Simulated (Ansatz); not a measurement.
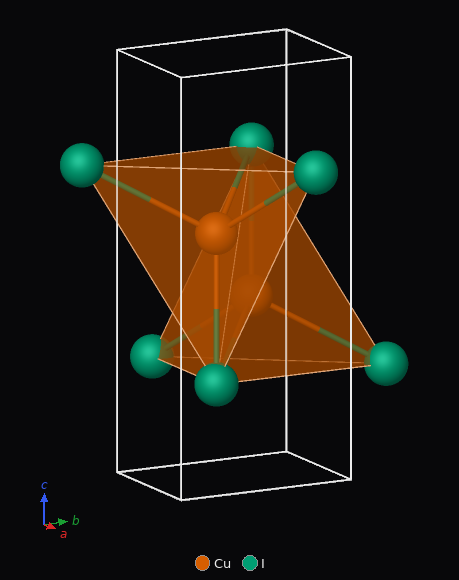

An orthographic polyhedral view of the structure, slightly off an axis. The parallelepiped is the conventional unit cell. A few atoms beyond the faces are included.

CuI, space group P-3m1 (No. 164), a = 4.095 Å, b = 4.095 Å, c = 7.210 Å, α = 90.00°, β = 90.00°, γ = 120.00°. Provenance: a structure listed in the Materials Project. Earlier steps of the study may have refined or changed the cell and positions. It went into a calculation with Ansatz.

This one geometry was computed with Ansatz (DFT, plane waves, PAW) at six levels of theory: PBE with spin-orbit coupling, PBE, HSE06, PBE0, LDA and r2SCAN.

> Which level gives the highest pressure at this volume, and what does that say about its equilibrium volume?

Highest: PBE with spin-orbit coupling (2.3 GPa), PBE (2.2 GPa), HSE06 (2.3 GPa) and PBE0 (2.2 GPa), which points to the largest equilibrium volume. Lowest, with the smallest volume: LDA (-3.1 GPa). Levels within 0.5 GPa of each other can't be told apart.

> How does the band gap change with the level of theory?

PBE with spin-orbit coupling: a gap of 1.42 eV, direct; LDA: a gap of 1.47 eV, direct; PBE: a gap of 1.66 eV, direct; r2SCAN: a gap of 2.14 eV, direct; HSE06: a gap of 2.94 eV, direct; PBE0: a gap of 3.62 eV, direct.

> Collect the results in a table.

| level | cutoff (eV) | k-mesh of the run's cell | gap (eV) | pressure (GPa) |
| --- | --- | --- | --- | --- |
| PBE with spin-orbit coupling | 420 | 12×12×4 | 1.42 | 2.3 |
| PBE | 420 | 12×12×4 | 1.66 | 2.2 |
| HSE06 | 420 | 6×6×4 | 2.94 | 2.3 |
| PBE0 | 420 | 6×6×4 | 3.62 | 2.2 |
| LDA | 420 | 12×12×4 | 1.47 | -3.1 |
| r2SCAN | 500 | 12×12×4 | 2.14 | 1.0 |

Gaps are taken on the k-mesh or band path of each run.
